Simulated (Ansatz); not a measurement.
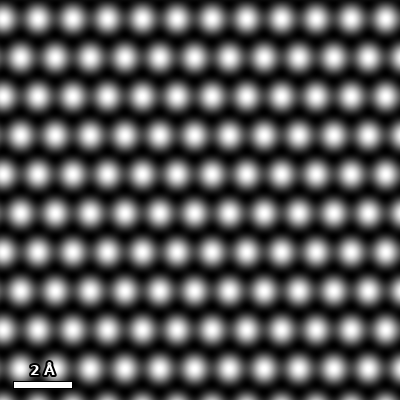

Phase-contrast TEM-like image of Cu (Fd-3m, No. 227) along [210]. Simulated in the weak-phase-object approximation with neutral-atom potentials: 200 kV, Cs = −20 µm, defocus +85 Å (negative is underfocus), defocus spread 15 Å, aperture 1.14 1/Å. Structure used: the geometry relaxed with DFT, RPBE, plane waves (420 eV) with PAW, scalar-relativistic in Ansatz 0.2.0; the starting structure was generated, so it need not be a known form of this composition.

### Do the atom columns appear dark or bright, and why?

Bright. With negative Cs and overfocus sin χ is positive over the pass band, so the strongest columns (Cu) come out brighter than the background.

### What point resolution do these settings give, and which lattice spacings pass?

About 0.9 Å (0.66 |Cs|^(1/4) λ^(3/4) with λ = 0.0251 Å). The spacings that carry visible contrast are {400} at 1.36 Å, {422} at 1.11 Å.
